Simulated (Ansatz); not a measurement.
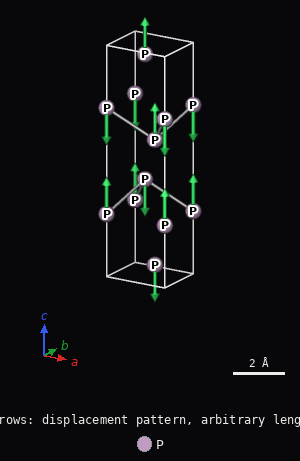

Normal modes of a crystal of P (a generated structure), space group R-3m (No. 166), at the zone centre. The optical levels lie at 263 (×2), 373 cm⁻¹. One mode is drawn. The green arrows are the displacements of the atoms (eigenvector over the root of the mass), of arbitrary overall length and sign. The picture is a ball-and-stick view of the conventional cell (3 times the calculation's cell), seen slightly off an axis. Lengths and directions refer to the drawn axes.

Computed with Ansatz 0.2.0, DFT PBE, scalar-relativistic, plane waves, PAW. (plane-wave cutoff 420 eV; k-point mesh 20 × 20 × 18; occupations fermi dirac; smearing width 0.15 eV; no spin polarisation)

The frequencies depend somewhat on the k-mesh and the smearing.

**Which of these frequencies is the drawn mode's?**

The level at 373 cm⁻¹. This is the A₁g mode, the highest optical level, Raman-active by symmetry. All motion is along c; atoms of one kind move against one another, with no net shift of their sublattice.
